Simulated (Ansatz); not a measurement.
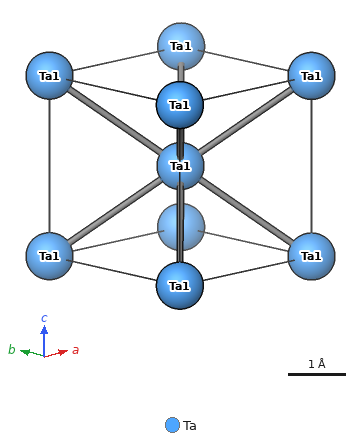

Figure 1. The structure as given in the input (ball-and-stick view of the cell 2 times as large as that of the calculation, set on its symmetry axes, seen at an oblique angle; atoms are numbered from 1 in the order of the input).

## What a change does: single-point calculation on Ta

System: Ta (1 atom in the cell).
Method of run 1: DFT, PBE, all-electron LAPW, scalar-relativistic, no spin polarisation (Ansatz 0.2.0).

The structure derives from an entry of the Crystallography Open Database. Text and figures count atoms from 1; the logs count them from 0 in places.

**Input, run 1**
```yaml
crystal:
  lattice:
    - [-1.65128, 1.65128, 1.65128]
    - [1.65128, -1.65128, 1.65128]
    - [1.65128, 1.65128, -1.65128]
  atoms:
    - { symbol: Ta, position: [0.0, 0.0, 0.0] }
kpoints:
  mp_grid: { grid: [15, 15, 15] }
scf:
  occupations: { method: fermi_dirac, width: 0.05 }
hamiltonian:
  xc: pbe
  pseudopotentials: { kind: all_electron, lapw: { basis_error: 0.00025 } }
output:
  forces: true
  stress: true
  eigenvalues: true
basis:
  ecutwfc: 220
```

Hardware: 1 thread of an x86-64 CPU, shared host.

**Output, shortened to warnings, some set-up lines, iterations and results (run 1)**
```
Basis set: ecut = 220.00000000000003 eV, 135 PW (Γ), exchange–correlation at level 2
Symmetry: 48 space group operations
k-points: 120 of 3375
Initial density: superposition of atomic densities (chi_scale 0.1, normalization cell)
[...]
SCF iter   1: F=—  HF=-424569.244992 eV  |F-HF|=—  |Δ(HF+E_count)|=         —  Δρ=2.60e-2  dr2=8.16e-2  ethr=1.89e-4  ⟨swp⟩=2.9  Hψ=19259  notcnv=0
SCF iter   2: F=—  HF=-424569.122056 eV  |F-HF|=—  |Δ(HF+E_count)|=   1.23e-1  Δρ=1.35e-2  dr2=2.53e-2  ethr=1.89e-4  ⟨swp⟩=2.0  Hψ=9841  notcnv=0
SCF iter   3: F=—  HF=-424569.109980 eV  |F-HF|=—  |Δ(HF+E_count)|=   1.21e-2  Δρ=9.28e-3  dr2=1.36e-2  ethr=5.89e-5  ⟨swp⟩=2.0  Hψ=9267  notcnv=0
SCF iter   4: F=—  HF=-424569.105879 eV  |F-HF|=—  |Δ(HF+E_count)|=         —  Δρ=5.12e-3  dr2=4.96e-3  ethr=3.17e-5  ⟨swp⟩=2.0  Hψ=9010  notcnv=0
SCF iter   5: F=—  HF=-424569.106504 eV  |F-HF|=—  |Δ(HF+E_count)|=   6.24e-4  Δρ=1.44e-3  dr2=4.40e-4  ethr=1.02e-6  ⟨swp⟩=2.0  Hψ=15577  notcnv=0
SCF iter   6: F=—  HF=-424569.106544 eV  |F-HF|=—  |Δ(HF+E_count)|=   4.04e-5  Δρ=3.44e-4  dr2=1.22e-5  ethr=1.02e-6  ⟨swp⟩=2.0  Hψ=9319  notcnv=0
SCF iter   7: F=—  HF=-424569.106546 eV  |F-HF|=—  |Δ(HF+E_count)|=   1.60e-6  Δρ=6.13e-5  dr2=3.49e-7  ethr=2.84e-8  ⟨swp⟩=2.0  Hψ=9319  notcnv=0
SCF iter   8: F=-424569.106546 eV  HF=-424569.106546 eV  |F-HF|=1.22e-9  |Δ(HF+E_count)|=   9.16e-8  Δρ=6.29e-6  dr2=2.21e-9  ethr=8.11e-10  ⟨swp⟩=2.5  Hψ=9386  notcnv=0
SCF 1 converged in 8 iterations: F = -424569.106546 eV  dr2 = 2.21e-9
the basis misses lapw.basis_error, or isn't shown to meet it; the report's basis errors tell why
SCF converged after 8 iterations
Free energy (F): -424569.106546 eV
Harris-Foulkes:  -424569.106546 eV  (|F-HF|=1.22e-9)
Internal energy: -424569.095996 eV  (E = F + TS)
E sigma→0 (E₀):  -424569.101271 eV
Entropy (-TS):   -0.010550 eV (-10.550 meV/atom)
Fermi energy:    24.809571 eV
--- Per-component energies (eV) ---
  E_band       = -4068.408111
  E_kinetic    = 473935.772600
  E_xc         = -8623.681989
  E_electrostatic = -889881.186607  (all electrons and nuclei)
  E_smearing   = -0.010550  (= −TS)
  E_closure    = 0.000000  (closes the sum)
  E_atoms      = -424559.369556  (free atoms, spherical and without spin; not in F)
  Σ components = -424569.106546   (vs F -424569.106546, Δ=0.00e0)
  Basis errors (estimates in eV, not in F): energy 8.5e-4 per atom: plane waves 8.4e-4 (6.1e-4 summed), levels above the bands 1.8e-83, relativity 1.7e-8, radial functions 9.4e-6, core shells 1.3e-8; eigenvalues (radial functions only) 6.7e-7; not estimated: angular momenta, meshes, grids; target …
--- Forces (eV/Å), atoms counted from 1 ---
  atom   1  Ta    -0.00000000     0.00000000     0.00000000
  max |Σ_I F_I| component: 1.41e-30 eV/Å
--- Stress (GPa, compression-positive) ---
        2.821818      -0.000000      -0.000000
       -0.000000       2.821818      -0.000000
       -0.000000      -0.000000       2.821818
  P = ⅓ Tr σ = 2.8218 GPa (28.218 kbar)
```

For run 2 the input was changed thus:
```diff
-  ecutwfc: 220
+  ecutwfc: 150
```

Predict how the results change.

The free energy of run 2 is 12.5 meV per atom higher, which measures how much it depends on this numerical setting. The pressure goes from 2.82 to 3.03 GPa. The number of SCF iterations is the same. The plane waves at Γ go from 135 to 79.

**Output, shortened to warnings, some set-up lines, iterations and results (run 2)**
```
Basis set: ecut = 150 eV, 79 PW (Γ), exchange–correlation at level 2
Symmetry: 48 space group operations
k-points: 120 of 3375
Initial density: superposition of atomic densities (chi_scale 0.1, normalization cell)
[...]
SCF iter   1: F=—  HF=-424569.232437 eV  |F-HF|=—  |Δ(HF+E_count)|=         —  Δρ=2.57e-2  dr2=8.19e-2  ethr=1.90e-4  ⟨swp⟩=2.9  Hψ=19063  notcnv=0
SCF iter   2: F=—  HF=-424569.109538 eV  |F-HF|=—  |Δ(HF+E_count)|=   1.23e-1  Δρ=1.35e-2  dr2=2.55e-2  ethr=1.90e-4  ⟨swp⟩=2.0  Hψ=9834  notcnv=0
SCF iter   3: F=—  HF=-424569.097533 eV  |F-HF|=—  |Δ(HF+E_count)|=   1.20e-2  Δρ=9.26e-3  dr2=1.37e-2  ethr=5.93e-5  ⟨swp⟩=2.0  Hψ=8994  notcnv=0
SCF iter   4: F=—  HF=-424569.093408 eV  |F-HF|=—  |Δ(HF+E_count)|=         —  Δρ=5.13e-3  dr2=5.00e-3  ethr=3.19e-5  ⟨swp⟩=2.0  Hψ=9004  notcnv=0
SCF iter   5: F=—  HF=-424569.094031 eV  |F-HF|=—  |Δ(HF+E_count)|=   6.23e-4  Δρ=1.44e-3  dr2=4.42e-4  ethr=1.03e-6  ⟨swp⟩=2.0  Hψ=15242  notcnv=0
SCF iter   6: F=—  HF=-424569.094072 eV  |F-HF|=—  |Δ(HF+E_count)|=   4.03e-5  Δρ=3.44e-4  dr2=1.22e-5  ethr=1.03e-6  ⟨swp⟩=2.0  Hψ=9319  notcnv=0
SCF iter   7: F=—  HF=-424569.094073 eV  |F-HF|=—  |Δ(HF+E_count)|=   1.54e-6  Δρ=6.14e-5  dr2=3.50e-7  ethr=2.83e-8  ⟨swp⟩=2.0  Hψ=9319  notcnv=0
SCF iter   8: F=-424569.094073 eV  HF=-424569.094073 eV  |F-HF|=9.90e-10  |Δ(HF+E_count)|=   9.09e-8  Δρ=6.30e-6  dr2=2.21e-9  ethr=8.15e-10  ⟨swp⟩=2.3  Hψ=9350  notcnv=0
SCF 1 converged in 8 iterations: F = -424569.094073 eV  dr2 = 2.21e-9
the basis misses lapw.basis_error, or isn't shown to meet it; the report's basis errors tell why
SCF converged after 8 iterations
Free energy (F): -424569.094073 eV
Harris-Foulkes:  -424569.094073 eV  (|F-HF|=9.90e-10)
Internal energy: -424569.083522 eV  (E = F + TS)
E sigma→0 (E₀):  -424569.088797 eV
Entropy (-TS):   -0.010552 eV (-10.552 meV/atom)
Fermi energy:    24.810193 eV
--- Per-component energies (eV) ---
  E_band       = -4068.319018
  E_kinetic    = 473935.827156
  E_xc         = -8623.687816
  E_electrostatic = -889881.222862  (all electrons and nuclei)
  E_smearing   = -0.010552  (= −TS)
  E_closure    = 0.000000  (closes the sum)
  E_atoms      = -424559.369556  (free atoms, spherical and without spin; not in F)
  Σ components = -424569.094073   (vs F -424569.094073, Δ=0.00e0)
  Basis errors (estimates in eV, not in F): energy 1.3e-2 per atom: plane waves 1.3e-2 (1.0e-2 summed), levels above the bands 1.8e-83, relativity 1.4e-8, radial functions 9.3e-6, core shells 1.3e-8; eigenvalues (radial functions only) 6.5e-7; not estimated: angular momenta, meshes, grids; target …
--- Forces (eV/Å), atoms counted from 1 ---
  atom   1  Ta    -0.00000000     0.00000000    -0.00000000
  max |Σ_I F_I| component: 4.85e-31 eV/Å
--- Stress (GPa, compression-positive) ---
        3.033461       0.000000       0.000000
        0.000000       3.033461       0.000000
        0.000000       0.000000       3.033461
  P = ⅓ Tr σ = 3.0335 GPa (30.335 kbar)
```

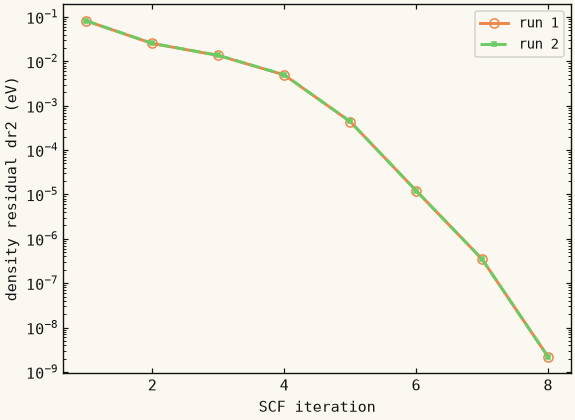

Figure 2. Convergence of the two runs: density residual dr2 against the SCF iteration. Run 1 takes 8 iterations in all, and run 2 takes 8.

**The two runs side by side**

| quantity | run 1 | run 2 |
| --- | --- | --- |
| outcome | converged | converged |
| free energy per atom (eV) | −424569.1065 | −424569.0941 |
| energy per atom, smearing taken to zero (eV) | −424569.1013 | −424569.0888 |
| pressure (GPa) | 2.82 | 3.03 |
| largest force (eV/Å) | 0.000 | 0.000 |
| SCF iterations | 8 | 8 |
| irreducible k-points | 120 | 120 |
| plane waves at Γ | 135 | 79 |
| wall time (shared host) | 8.6 s | 8.1 s |

For both runs: Spin–orbit coupling is left out, which matters for Ta.
